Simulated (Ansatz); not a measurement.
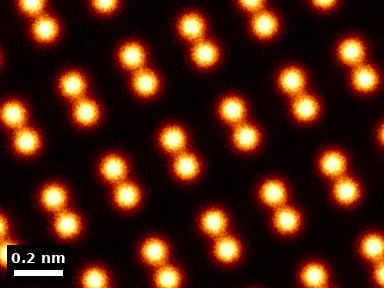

Dark-field STEM-like image of a crystal. Simulated incoherent Z contrast: every atom adds Z^1.6 spread by a probe of 0.85 Å full width; channelling and multiple scattering are left out. The probe carries 15 % of its weight in a tail 2.5 times as wide. Shot noise was added.

### What two-dimensional lattice does the image show, and how large is its cell?

The pattern repeats on a rectangular net of 2.8 × 3.9 Å.

### Which plane group does this projection have?

p2mm: mirror lines in two perpendicular directions, with twofold points where they cross.

### How many columns does the smallest repeating cell hold, and how many levels of brightness?

2 columns in the primitive cell of 10.6 Å², all of one brightness.

The crystal is Ga (P6/mmm, No. 191) seen along [100]. Structure used: the geometry relaxed with Ansatz 0.2.0, DFT PBE, scalar-relativistic, plane waves, PAW; the starting structure was generated, so it need not be a known form of this composition.
